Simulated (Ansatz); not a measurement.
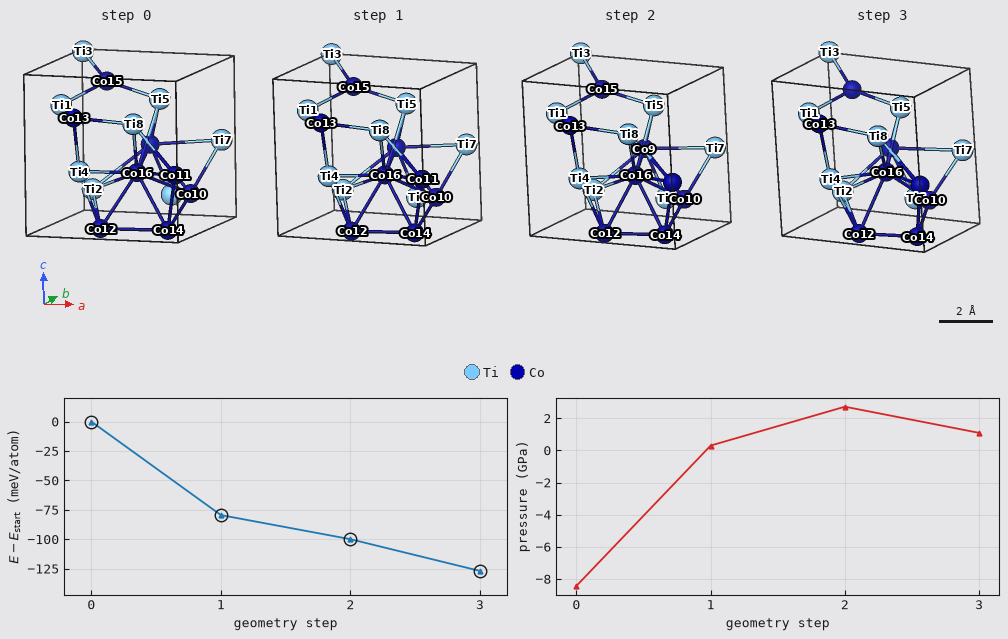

Frames of a relaxation of an amorphous cell of composition TiCo (coarse preliminary run), marked on the history of the run. A ball-and-stick model of the cell of the calculation, seen slightly off an axis.

Case: the last frame of the dynamics.

These are results of DFT PBE, scalar-relativistic, plane waves, PAW (Ansatz 0.2.0), not measurements. (plane-wave cutoff 420 eV; k-point mesh 2 × 2 × 2; occupations gaussian; smearing width 0.1 eV; mesh shifted by (0.5, 0.5, 0.5); collinear spin; cell and atoms relaxed; force threshold 0.04 eV/Å; at most 70 steps)

> What happens along the run?

The run was cut off at its time limit before the relaxation converged, so the last structure is only a point on the way. The largest move relative to the cell is that of Co12, 0.33 Å along [2 2 −1]. By element the largest moves are Co 0.33 Å, Ti 0.32 Å. The volume changes by −9.6 %, with a 6.212 → 5.870 Å (−5.5 %), b 6.332 → 6.367 Å (+0.6 %), c 6.284 → 6.015 Å (−4.3 %), α 92.2° → 90.5°, β 88.9° → 95.9°, γ 90.4° → 92.7°. Near-neighbour distances that change, for instance: Ti7–Co15 3.384 → 2.763 Å, Ti5–Co12 3.128 → 2.643 Å, Ti5–Co16 3.021 → 2.585 Å, Ti3–Ti4 3.231 → 2.803 Å. Bond angles that change, for instance: Co14–Ti8–Co16 126.3° → 107.0°, Co12–Ti8–Co16 110.8° → 94.1°, Co11–Ti4–Co13 97.4° → 83.5°. After 3 geometry steps the energy has fallen by 127 meV per atom. Largest force component: 1 eV/Å at the start, 0.45 eV/Å at the end. The pressure goes from −8.43 to 1.09 GPa. The program noted that the starting moments weren't kept. From step 0 to 1: Ti1 moves most (0.11 Å), volume −7.7 %, energy −79.4 meV per atom. From step 1 to 2: Co12 moves most (0.10 Å), volume −2.1 %, energy −20.5 meV per atom. From step 2 to 3: Co9 moves most (0.19 Å), volume +0.1 %, energy −27.0 meV per atom.

Limits of the set-up: the k-point mesh is coarse for a cell with partly filled bands; the periodic images lie only 6.2 Å apart, so the values are limited by the cell's size.
